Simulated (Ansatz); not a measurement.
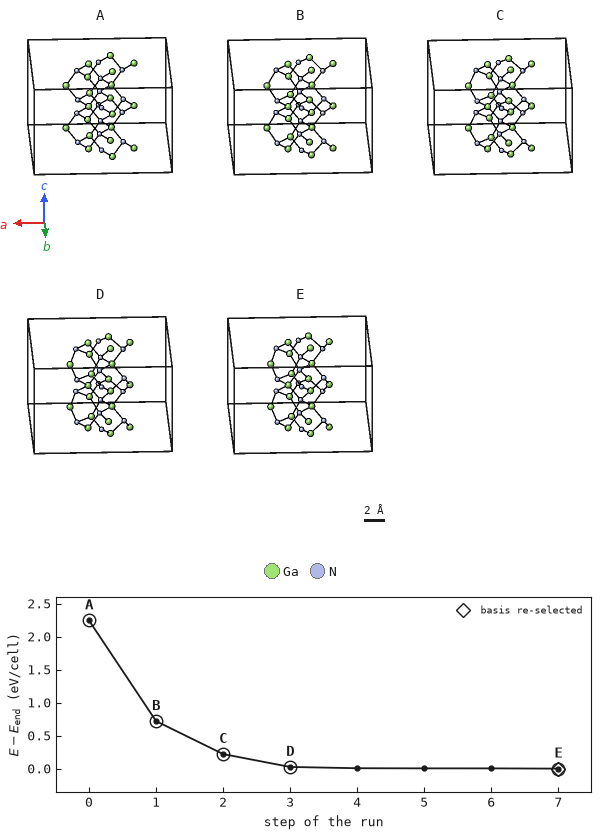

Frames of a relaxation of a wire of composition GaN, marked on the history of the run. The picture is a ball-and-stick view of the 2 repeat of the cell, with the vacuum cut short (origin shifted), seen from a free direction.

Case: wire along [0 0 1], 16 atoms a period.

All numbers below come from DFT PBE, scalar-relativistic, plane waves, PAW (Ansatz). (plane-wave cutoff 420 eV; k-point mesh 1 × 1 × 7; occupations gaussian; smearing width 0.05 eV; collinear spin; cell relaxed at fixed a, b, alpha, beta, gamma; force threshold 0.02 eV/Å; at most 45 steps)

> What happens along the run?

The largest moves relative to the layer's centre, 0.48 Å, are those of Ga atoms. Largest moves by element: Ga 0.48 Å, N 0.11 Å. Along the periodic axis the drawn cell goes c 9.097 → 9.157 Å (+0.7 %). Some distances before and after: Ga–N 1.970 → 1.814 Å, Ga–N 1.970 → 2.010 Å, Ga–N 1.970 → 1.977 Å. Among the angles between lasting bonds that change: N–Ga–N 109.5° → 140.8°, Ga–N–Ga 109.5° → 93.7°, Ga–N–Ga 109.5° → 98.1°. The energy falls by 2.245 eV per cell of the calculation in 6 accepted moves (7 points after the start). Largest force component: 1.9 eV/Å at the start, 0.0075 eV/Å at the end. The SCF was repeated once at an unchanged geometry on a basis and grid sized afresh for the cell, which shifted the energy by 3.7 meV per cell of the calculation at most. The program noted that the starting moments weren't kept. From step 0 to 1: Ga atoms move most (0.19 Å), energy −1.525 eV per cell of the calculation. From step 1 to 2: Ga atoms move most (0.15 Å), energy −0.499 eV per cell of the calculation. From step 2 to 3: Ga atoms move most (0.16 Å), energy −0.195 eV per cell of the calculation. From step 3 to 7: Ga atoms move most (0.06 Å), energy −25.3 meV per cell of the calculation.
